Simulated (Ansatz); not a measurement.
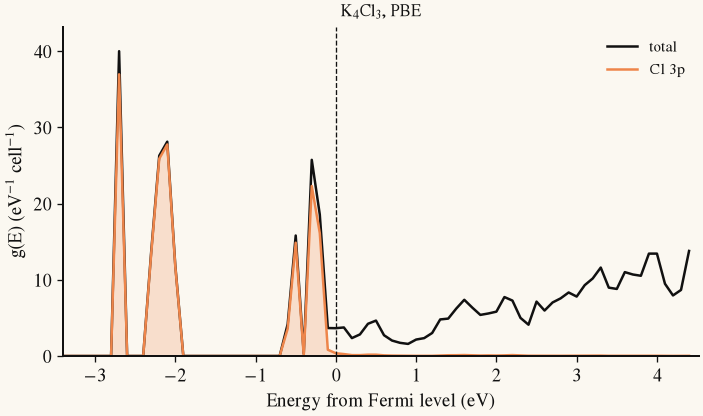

Density of states. Energies are counted from the Fermi level. The partial curves are projected on Löwdin-orthogonalised atomic shells; they sum to less than the total at higher energies, where shells without a projector contribute.

Calculation on K₄Cl₃, space group P4/mmm (No. 123), 7 atoms in the cell.

Ansatz 0.2.0; DFT PBE, scalar-relativistic, plane waves, PAW, no spin polarisation, 6×6×4 k mesh, Gaussian smearing of 0.1 eV.

> Metal or insulator, and how many states lie at the Fermi level?

It is a metal. The density of states at the Fermi level isn't well fixed here: it changes fast, and within 0.3 eV it runs from 2.3 to 26 per eV and cell.

> Where is the tallest peak in the window, and which states make it?

The tallest peak in the window is at −2.7 eV; by projected weight it is Cl 3p almost alone.

The structure is an invented one, so it need not be a known or stable phase. The electron count is odd and the run has no spin polarisation, so a magnetic state may lie lower.
